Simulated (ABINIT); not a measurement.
## Run report: InP, geometry relaxation (part 2 of 2)

Continued. System: InP (2 atoms in the cell). Method: Kohn-Sham DFT of a periodic cell, LDA, PseudoDojo NC SR LDA v0.4.1 standard, no spin polarisation (ABINIT 10.8.3); cutoff 952.4 eV, 6×6×6 k-mesh, fermi-dirac of 0.05 eV. The structure derives from an entry of the Crystallography Open Database.

Geometry of the input (Å; fractional positions):
```
0.0000  2.9305  2.9305
2.9305  0.0000  2.9305
2.9305  2.9305  0.0000
In 0.0000  0.0000  0.0000
P  0.7500  0.7500  0.7500
```

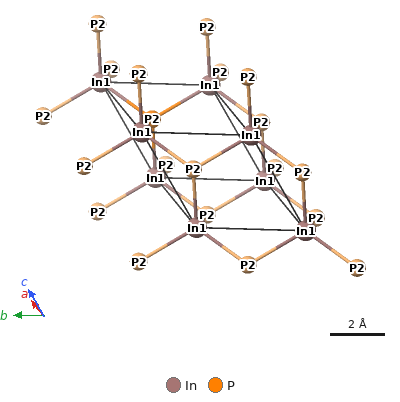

Fig. 1: The geometry at step 2 of the log (ball-and-stick view of the cell of the calculation, seen at an oblique angle; neighbours outside the cell are drawn fainter; atoms are numbered from 1 in the order of the input).

### Output, continued
```
 Cartesian coordinates (xcart) [bohr]
  3.79344072225210E-31  3.79344072225210E-31 -1.13803221667563E-30
  8.29538565453330E+00  8.29538565453330E+00  8.29538565453330E+00
 Reduced coordinates (xred)
 -1.02891438451723E-31 -1.02891438451723E-31  1.71485730752872E-31
  7.50000000000000E-01  7.50000000000000E-01  7.50000000000000E-01
 Cartesian forces (fcart) [Ha/bohr]; max,rms= 0.00000E+00 0.00000E+00 (free atoms)
 -0.00000000000000E+00 -0.00000000000000E+00 -0.00000000000000E+00
 -0.00000000000000E+00 -0.00000000000000E+00 -0.00000000000000E+00
 Gradient of E wrt nuclear positions in reduced coordinates (gred)
  0.00000000000000E+00  0.00000000000000E+00  0.00000000000000E+00
  0.00000000000000E+00  0.00000000000000E+00  0.00000000000000E+00
 Scale of Primitive Cell (acell) [bohr]
  7.82096459850414E+00  7.82096459850414E+00  7.82096459850414E+00
 Real space primitive translations (rprimd) [bohr]
  0.00000000000000E+00  5.53025710302220E+00  5.53025710302220E+00
  5.53025710302220E+00  0.00000000000000E+00  5.53025710302220E+00
  5.53025710302220E+00  5.53025710302220E+00  0.00000000000000E+00
 Unitary Cell Volume (ucvol) [Bohr^3]=  3.38271930844166E+02
 Angles (23,13,12)= [degrees]
  6.00000000000000E+01  6.00000000000000E+01  6.00000000000000E+01
 Lengths [Bohr]
  7.82096459850414E+00  7.82096459850414E+00  7.82096459850414E+00
 Stress tensor in cartesian coordinates (strten) [Ha/bohr^3]
  3.64734084495342E-05  0.00000000000000E+00  0.00000000000000E+00
  0.00000000000000E+00  3.64734084495350E-05  0.00000000000000E+00
  0.00000000000000E+00  0.00000000000000E+00  3.64734084495359E-05
 Total energy (etotal) [Ha]= -7.32187090643187E+01

 Difference of energy with previous step (new-old):
           Absolute (Ha)=-5.72650E-05
           Relative     =-7.82109E-07

--- Iteration: ( 3/50) Internal Cycle: (1/1)
--------------------------------------------------------------------------------

---SELF-CONSISTENT-FIELD CONVERGENCE--------------------------------------------

--- !BeginCycle
iteration_state: {dtset: 1, itime: 3, icycle: 1, }
solver: {iscf: 7, nstep: 80, nline: 4, wfoptalg: 0, }
tolerances: {tolvrs: 1.00E-12, }
...

     iter   Etot(hartree)      deltaE(h)  residm     vres2
 ETOT  1  -73.215551644561    -7.322E+01 1.462E-03 4.643E+01
 ETOT  2  -73.218437433779    -2.886E-03 5.590E-05 3.258E+00
 ETOT  3  -73.218776079568    -3.386E-04 1.471E-05 4.514E-01
 ETOT  4  -73.218805070631    -2.899E-05 1.082E-05 5.410E-03
 ETOT  5  -73.218805624524    -5.539E-07 3.355E-06 4.182E-04
 ETOT  6  -73.218805656537    -3.201E-08 8.593E-06 2.600E-06
 ETOT  7  -73.218805656671    -1.345E-10 2.644E-06 9.417E-08
 ETOT  8  -73.218805656683    -1.211E-11 7.907E-06 9.427E-09
 ETOT  9  -73.218805656680     3.013E-12 2.289E-06 2.889E-10
 ETOT 10  -73.218805656681    -7.816E-13 7.295E-06 8.880E-12
 ETOT 11  -73.218805656685    -3.709E-12 2.064E-06 6.143E-15

 At SCF step   11       vres2   =  6.14E-15 < tolvrs=  1.00E-12 =>converged.

 Cartesian components of stress tensor (hartree/bohr^3)
  sigma(1 1)= -1.19091539E-06  sigma(3 2)=  0.00000000E+00
  sigma(2 2)= -1.19091539E-06  sigma(3 1)=  0.00000000E+00
  sigma(3 3)= -1.19091539E-06  sigma(2 1)=  0.00000000E+00

--- !ResultsGS
iteration_state: {dtset: 1, itime: 3, icycle: 1, }
comment   : Summary of ground state results
lattice_vectors:
- [  0.0000000,   5.5007375,   5.5007375, ]
- [  5.5007375,   0.0000000,   5.5007375, ]
- [  5.5007375,   5.5007375,   0.0000000, ]
lattice_lengths: [   7.77922,    7.77922,    7.77922, ]
lattice_angles: [ 60.000,  60.000,  60.000, ] # degrees, (23, 13, 12)
lattice_volume:   3.3288387E+02
convergence: {deltae: -3.709E-12, res2:  6.143E-15, residm:  2.064E-06, diffor: null, }
etotal    :  -7.32188057E+01
entropy   :   0.00000000E+00
fermie    :   1.77792044E-01
cartesian_stress_tensor: # hartree/bohr^3
- [ -1.19091539E-06,   0.00000000E+00,   0.00000000E+00, ]
- [  0.00000000E+00,  -1.19091539E-06,   0.00000000E+00, ]
- [  0.00000000E+00,   0.00000000E+00,  -1.19091539E-06, ]
pressure_GPa:   3.5038E-02
xred      :
- [ -1.0289E-31,  -1.0289E-31,   1.7149E-31, In]
- [  7.5000E-01,   7.5000E-01,   7.5000E-01,  P]
cartesian_forces: # hartree/bohr
- [ -4.78033418E-32,  -4.78033418E-32,  -4.78033418E-32, ]
- [  4.78033418E-32,   4.78033418E-32,   4.78033418E-32, ]
force_length_stats: {min:   8.27978169E-32, max:   8.27978169E-32, mean:   8.27978169E-32, }
...

 Integrated electronic density in atomic spheres:
 ------------------------------------------------
 Atom  Sphere_radius  Integrated_density
    1        2.00000          9.90120249
    2        2.00000          2.75528280

---OUTPUT-----------------------------------------------------------------------

 Cartesian coordinates (xcart) [bohr]
  3.77319195858147E-31  3.77319195858147E-31 -1.13195758757444E-30
  8.25110624805938E+00  8.25110624805938E+00  8.25110624805938E+00
 Reduced coordinates (xred)
 -1.02891438451723E-31 -1.02891438451723E-31  1.71485730752872E-31
  7.50000000000000E-01  7.50000000000000E-01  7.50000000000000E-01
 Cartesian forces (fcart) [Ha/bohr]; max,rms= 4.78033E-32 4.78033E-32 (free atoms)
 -4.78033418492550E-32 -4.78033418492550E-32 -4.78033418492550E-32
  4.78033418492550E-32  4.78033418492550E-32  4.78033418492550E-32
 Gradient of E wrt nuclear positions in reduced coordinates (gred)
  5.25907270147341E-31  5.25907270147341E-31  5.25907270147341E-31
 -5.25907270147341E-31 -5.25907270147341E-31 -5.25907270147341E-31
 Scale of Primitive Cell (acell) [bohr]
  7.77921757372464E+00  7.77921757372464E+00  7.77921757372464E+00
 Real space primitive translations (rprimd) [bohr]
  0.00000000000000E+00  5.50073749870625E+00  5.50073749870625E+00
  5.50073749870625E+00  0.00000000000000E+00  5.50073749870625E+00
  5.50073749870625E+00  5.50073749870625E+00  0.00000000000000E+00
 Unitary Cell Volume (ucvol) [Bohr^3]=  3.32883873964830E+02
 Angles (23,13,12)= [degrees]
  6.00000000000000E+01  6.00000000000000E+01  6.00000000000000E+01
 Lengths [Bohr]
  7.77921757372464E+00  7.77921757372464E+00  7.77921757372464E+00
 Stress tensor in cartesian coordinates (strten) [Ha/bohr^3]
 -1.19091539082031E-06  0.00000000000000E+00  0.00000000000000E+00
  0.00000000000000E+00 -1.19091539082031E-06  0.00000000000000E+00
  0.00000000000000E+00  0.00000000000000E+00 -1.19091539082204E-06
 Total energy (etotal) [Ha]= -7.32188056566847E+01

 Difference of energy with previous step (new-old):
           Absolute (Ha)=-9.65924E-05
           Relative     =-1.31923E-06

--- Iteration: ( 4/50) Internal Cycle: (1/1)
--------------------------------------------------------------------------------

---SELF-CONSISTENT-FIELD CONVERGENCE--------------------------------------------

--- !BeginCycle
iteration_state: {dtset: 1, itime: 4, icycle: 1, }
solver: {iscf: 7, nstep: 80, nline: 4, wfoptalg: 0, }
tolerances: {tolvrs: 1.00E-12, }
...

     iter   Etot(hartree)      deltaE(h)  residm     vres2
 ETOT  1  -73.218802519229    -7.322E+01 1.984E-06 4.592E-02
 ETOT  2  -73.218805386803    -2.868E-06 1.866E-06 3.192E-03
 ETOT  3  -73.218805725102    -3.383E-07 5.189E-06 4.387E-04
 ETOT  4  -73.218805753525    -2.842E-08 1.786E-06 5.217E-06
 ETOT  5  -73.218805754020    -4.943E-10 4.917E-06 3.622E-07
 ETOT  6  -73.218805754046    -2.598E-11 1.653E-06 2.780E-09
 ETOT  7  -73.218805754045     1.990E-13 4.544E-06 9.404E-11
 ETOT  8  -73.218805754049    -3.567E-12 1.526E-06 9.488E-12
 ETOT  9  -73.218805754051    -2.586E-12 4.188E-06 3.016E-13

 At SCF step    9       vres2   =  3.02E-13 < tolvrs=  1.00E-12 =>converged.

 Cartesian components of stress tensor (hartree/bohr^3)
  sigma(1 1)=  2.89695902E-08  sigma(3 2)=  0.00000000E+00
  sigma(2 2)=  2.89695902E-08  sigma(3 1)=  0.00000000E+00
  sigma(3 3)=  2.89695902E-08  sigma(2 1)=  0.00000000E+00

--- !ResultsGS
iteration_state: {dtset: 1, itime: 4, icycle: 1, }
comment   : Summary of ground state results
lattice_vectors:
- [  0.0000000,   5.5016565,   5.5016565, ]
- [  5.5016565,   0.0000000,   5.5016565, ]
- [  5.5016565,   5.5016565,   0.0000000, ]
lattice_lengths: [   7.78052,    7.78052,    7.78052, ]
lattice_angles: [ 60.000,  60.000,  60.000, ] # degrees, (23, 13, 12)
lattice_volume:   3.3305074E+02
convergence: {deltae: -2.586E-12, res2:  3.016E-13, residm:  4.188E-06, diffor: null, }
etotal    :  -7.32188058E+01
entropy   :   0.00000000E+00
fermie    :   1.77548402E-01
cartesian_stress_tensor: # hartree/bohr^3
- [  2.89695902E-08,   0.00000000E+00,   0.00000000E+00, ]
- [  0.00000000E+00,   2.89695902E-08,   0.00000000E+00, ]
- [  0.00000000E+00,   0.00000000E+00,   2.89695902E-08, ]
pressure_GPa:  -8.5231E-04
xred      :
- [ -1.0705E-31,  -1.0705E-31,   1.6733E-31, In]
- [  7.5000E-01,   7.5000E-01,   7.5000E-01,  P]
cartesian_forces: # hartree/bohr
- [ -0.00000000E+00,  -0.00000000E+00,  -0.00000000E+00, ]
- [ -0.00000000E+00,  -0.00000000E+00,  -0.00000000E+00, ]
force_length_stats: {min:   0.00000000E+00, max:   0.00000000E+00, mean:   0.00000000E+00, }
...

 Integrated electronic density in atomic spheres:
 ------------------------------------------------
 Atom  Sphere_radius  Integrated_density
    1        2.00000          9.90207230
    2        2.00000          2.75594482

---OUTPUT-----------------------------------------------------------------------

 Cartesian coordinates (xcart) [bohr]
  3.31678000392663E-31  3.31678000392663E-31 -1.17785093062420E-30
  8.25248472053764E+00  8.25248472053764E+00  8.25248472053764E+00
 Reduced coordinates (xred)
 -1.07045117668585E-31 -1.07045117668585E-31  1.67332051536011E-31
  7.50000000000000E-01  7.50000000000000E-01  7.50000000000000E-01
 Cartesian forces (fcart) [Ha/bohr]; max,rms= 0.00000E+00 0.00000E+00 (free atoms)
 -0.00000000000000E+00 -0.00000000000000E+00 -0.00000000000000E+00
 -0.00000000000000E+00 -0.00000000000000E+00 -0.00000000000000E+00
 Gradient of E wrt nuclear positions in reduced coordinates (gred)
  0.00000000000000E+00  0.00000000000000E+00  0.00000000000000E+00
  0.00000000000000E+00  0.00000000000000E+00  0.00000000000000E+00
 Scale of Primitive Cell (acell) [bohr]
  7.78051721004071E+00  7.78051721004071E+00  7.78051721004071E+00
 Real space primitive translations (rprimd) [bohr]
  0.00000000000000E+00  5.50165648035842E+00  5.50165648035842E+00
  5.50165648035842E+00  0.00000000000000E+00  5.50165648035842E+00
  5.50165648035842E+00  5.50165648035842E+00  0.00000000000000E+00
 Unitary Cell Volume (ucvol) [Bohr^3]=  3.33050741743741E+02
 Angles (23,13,12)= [degrees]
  6.00000000000000E+01  6.00000000000000E+01  6.00000000000000E+01
 Lengths [Bohr]
  7.78051721004071E+00  7.78051721004071E+00  7.78051721004071E+00
 Stress tensor in cartesian coordinates (strten) [Ha/bohr^3]
  2.89695901607712E-08  0.00000000000000E+00  0.00000000000000E+00
  0.00000000000000E+00  2.89695901616385E-08  0.00000000000000E+00
  0.00000000000000E+00  0.00000000000000E+00  2.89695901599038E-08
 Total energy (etotal) [Ha]= -7.32188057540515E+01

 Difference of energy with previous step (new-old):
           Absolute (Ha)=-9.73667E-08
           Relative     =-1.32981E-09

 At Broyd/MD step   4, gradients are converged :
  max grad (force/stress) = 2.8970E-06 < tolmxf= 2.0000E-05 ha/bohr (free atoms)

================================================================================

 ----iterations are completed or convergence reached----

 Mean square residual over all n,k,spin=   20.133E-09; max=  41.877E-07
 reduced coordinates (array xred) for    2 atoms
      -0.000000000000     -0.000000000000      0.000000000000
       0.750000000000      0.750000000000      0.750000000000
 rms dE/dt=  0.0000E+00; max dE/dt=  0.0000E+00; dE/dt below (all hartree)
    1       0.000000000000      0.000000000000      0.000000000000
    2       0.000000000000      0.000000000000      0.000000000000

 cartesian coordinates (angstrom) at end:
    1      0.00000000000000     0.00000000000000    -0.00000000000000
    2      4.36702684447109     4.36702684447109     4.36702684447109

 cartesian forces (hartree/bohr) at end:
    1     -0.00000000000000    -0.00000000000000    -0.00000000000000
    2     -0.00000000000000    -0.00000000000000    -0.00000000000000
 frms,max,avg= 0.0000000E+00 0.0000000E+00   0.000E+00  0.000E+00  0.000E+00 h/b

 cartesian forces (eV/Angstrom) at end:
    1     -0.00000000000000    -0.00000000000000    -0.00000000000000
    2     -0.00000000000000    -0.00000000000000    -0.00000000000000
 frms,max,avg= 0.0000000E+00 0.0000000E+00   0.000E+00  0.000E+00  0.000E+00 e/A
 length scales=  7.780517210041  7.780517210041  7.780517210041 bohr
              =  4.117272393799  4.117272393799  4.117272393799 angstroms
 Fermi (or HOMO) energy (hartree) =   0.17755   Average Vxc (hartree)=  -0.36212
 Eigenvalues (hartree) for nkpt=  16  k points:
 kpt#   1, nband= 13, wtk=  0.00463, kpt=  0.0000  0.0000  0.0000 (reduced coord)
  -0.35863   -0.35863   -0.35863   -0.35265   -0.35265   -0.26413    0.16567    0.16567
   0.16567    0.18739    0.31118    0.31118    0.31118
      occupation numbers for kpt#   1
   2.00000    2.00000    2.00000    2.00000    2.00000    2.00000    1.99689    1.99689
   1.99689    0.00942    0.00000    0.00000    0.00000
 prteigrs : prtvol=0 or 1, do not print more k-points.

--- !EnergyTerms
iteration_state     : {dtset: 1, itime: 4, icycle: 1, }
comment             : Components of total free energy in Hartree
kinetic             :  4.42285304422582E+01
hartree             :  1.81971123658066E+01
xc                  : -2.17911867177002E+01
Ewald energy        : -4.51552601488933E+01
psp_core            :  1.74428530645193E+00
local_psp           : -5.67463401363491E+01
non_local_psp       : -1.36959457537096E+01
internal            : -7.32188046421356E+01
'-kT*entropy'       : -1.11191591255375E-06
total_energy        : -7.32188057540515E+01
total_energy_eV     : -1.99238520384295E+03
band_energy         : -3.62140986835729E+00
...

 Cartesian components of stress tensor (hartree/bohr^3)
  sigma(1 1)=  2.89695902E-08  sigma(3 2)=  0.00000000E+00
  sigma(2 2)=  2.89695902E-08  sigma(3 1)=  0.00000000E+00
  sigma(3 3)=  2.89695902E-08  sigma(2 1)=  0.00000000E+00

-Cartesian components of stress tensor (GPa)         [Pressure= -8.5231E-04 GPa]
- sigma(1 1)=  8.52314769E-04  sigma(3 2)=  0.00000000E+00
- sigma(2 2)=  8.52314769E-04  sigma(3 1)=  0.00000000E+00
- sigma(3 3)=  8.52314769E-04  sigma(2 1)=  0.00000000E+00

== END DATASET(S) ==============================================================
================================================================================

 -outvars: echo values of variables after computation  --------
            acell      7.7805172100E+00  7.7805172100E+00  7.7805172100E+00 Bohr
           etotal     -7.3218805754E+01
            fcart     -0.0000000000E+00 -0.0000000000E+00 -0.0000000000E+00
                      -0.0000000000E+00 -0.0000000000E+00 -0.0000000000E+00
            rprim      0.0000000000E+00  7.0710678119E-01  7.0710678119E-01
                       7.0710678119E-01  0.0000000000E+00  7.0710678119E-01
                       7.0710678119E-01  7.0710678119E-01  0.0000000000E+00
           strten      2.8969590161E-08  2.8969590162E-08  2.8969590160E-08
                       0.0000000000E+00  0.0000000000E+00  0.0000000000E+00
           xangst      1.7551643905E-31  1.7551643905E-31 -6.2329186990E-31
                       4.3670268445E+00  4.3670268445E+00  4.3670268445E+00
             xred     -1.0704511767E-31 -1.0704511767E-31  1.6733205154E-31
                       7.5000000000E-01  7.5000000000E-01  7.5000000000E-01
 Calculation completed.
```

### Trajectory as extended XYZ (Å, eV, eV/Å), 4 frames, from step=0 to step=3
```
2
Lattice="0.0000 2.9305 2.9305 2.9305 0.0000 2.9305 2.9305 2.9305 0.0000" Properties=species:S:1:pos:R:3:forces:R:3 step=0 energy=-1992.38101
In    0.0000    0.0000    0.0000    0.0000   0.0000   0.0000
P     4.3957    4.3957    4.3957    0.0000   0.0000   0.0000
2
Lattice="0.0000 2.9265 2.9265 2.9265 0.0000 2.9265 2.9265 2.9265 0.0000" Properties=species:S:1:pos:R:3:forces:R:3 step=1 energy=-1992.38257
In    0.0000    0.0000    0.0000    0.0000   0.0000   0.0000
P     4.3897    4.3897    4.3897    0.0000   0.0000   0.0000
2
Lattice="0.0000 2.9109 2.9109 2.9109 0.0000 2.9109 2.9109 2.9109 0.0000" Properties=species:S:1:pos:R:3:forces:R:3 step=2 energy=-1992.38520
In    0.0000    0.0000    0.0000    0.0000   0.0000   0.0000
P     4.3663    4.3663    4.3663    0.0000   0.0000   0.0000
2
Lattice="0.0000 2.9114 2.9114 2.9114 0.0000 2.9114 2.9114 2.9114 0.0000" Properties=species:S:1:pos:R:3:forces:R:3 step=3 energy=-1992.38520
In    0.0000    0.0000    0.0000    0.0000   0.0000   0.0000
P     4.3670    4.3670    4.3670    0.0000   0.0000   0.0000
```

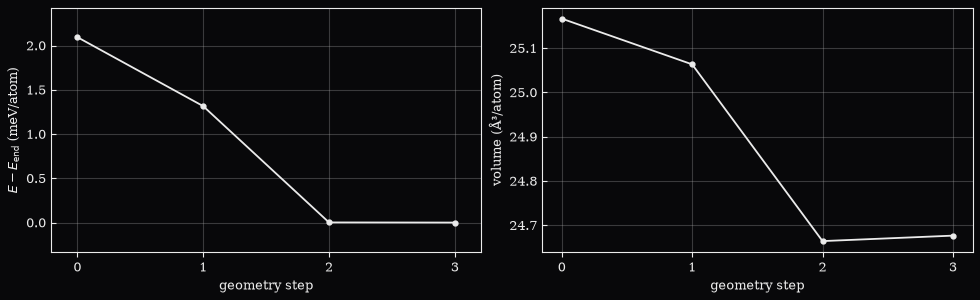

Fig. 2: Progress of the relaxation, step by step (steps are counted from 0).

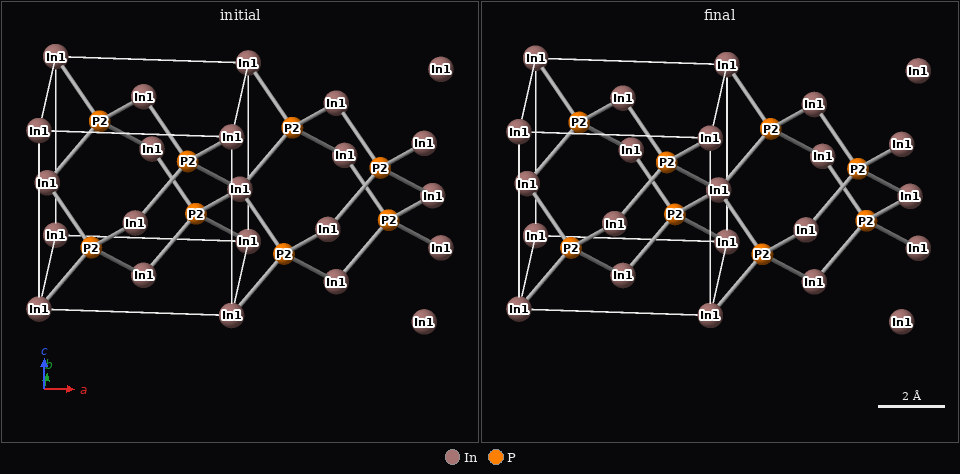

Fig. 3: Before (left) and after (right) the relaxation, at one scale (ball-and-stick view of the cell 4 times as large as that of the calculation, set on its symmetry axes, repeated 2 × 1 × 1, seen at an oblique angle). After 3 geometry steps the energy has fallen by 2.1 meV per atom. All forces vanish by symmetry, so only the cell relaxes. No atom moves by more than 0.005 Å relative to the cell. Cell: a = b = c 5.861 → 5.823 Å (−0.7 %). Volume −1.9 %. Distances before and after: In1–P2 2.538 → 2.521 Å. The space group stays F-43m (No. 216). (Atoms are counted from 1 in the order of the input.)

### Summary

| quantity | value |
| --- | --- |
| outcome | converged |
| space group (tolerance 0.01 Å) | F-43m (216) |
| electrons treated | 18 |
| free energy | −1992.3852 eV |
| Fermi energy | 4.831 eV |
| gap on the k-point mesh | 0.59 eV |
| pressure | 0.00 GPa |
| final volume | 49.35 Å³ |
| largest force (length of the vector) at the end | under 0.001 eV/Å |
| final cell | a = 4.117 Å, b = 4.117 Å, c = 4.117 Å, α = 60.00°, β = 60.00°, γ = 60.00° |
| wall time | 34 s (CPU time 2.3 min) |
| peak memory | 0.36 GiB |
